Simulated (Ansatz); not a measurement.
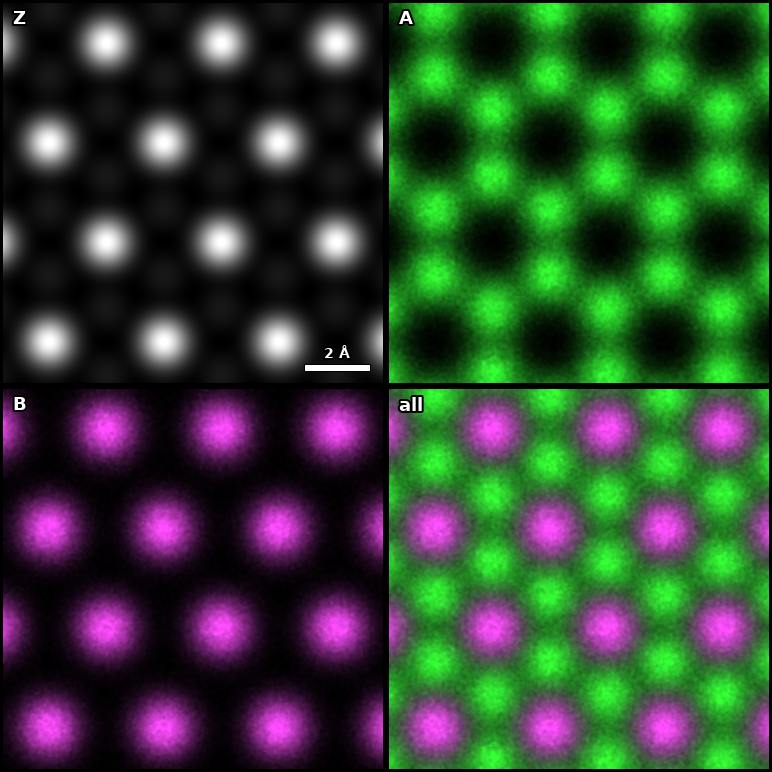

HfS$_{2}$ (P-3m1, No. 164) along [001]. Panel Z: The image is simulated as a sum over atoms of Z^1.8, blurred by a 1.12 Å probe (no channelling). The probe carries 15 % of its weight in a tail 2.5 times as wide. The display is stretched by a gamma of 0.8; percentages refer to the linear signal. The other panels are simulated element maps (the number of atoms of one element along the beam, blurred by 1.5 Å, with counting noise; each on its own scale, no channelling); the last overlays them. Model: the input geometry of an electronic-structure calculation (not necessarily at equilibrium).

```
Hf S
1.0
     3.63025    0.00000    0.00000
    -1.81512    3.14388    0.00000
     0.00000    0.00000    5.87871
Hf S
1 2
Cartesian
  0.0000 0.0000 0.0000
  1.8151 1.0480 4.4407
  0.0000 2.0959 1.4380
```

Which element does each lettered map show?

Answer. A: S, B: Hf. The projected cell (3.63 × 3.63 Å, 120°) holds 3 columns: 2 of S and 1 of Hf. No column is shared by two of the mapped elements.
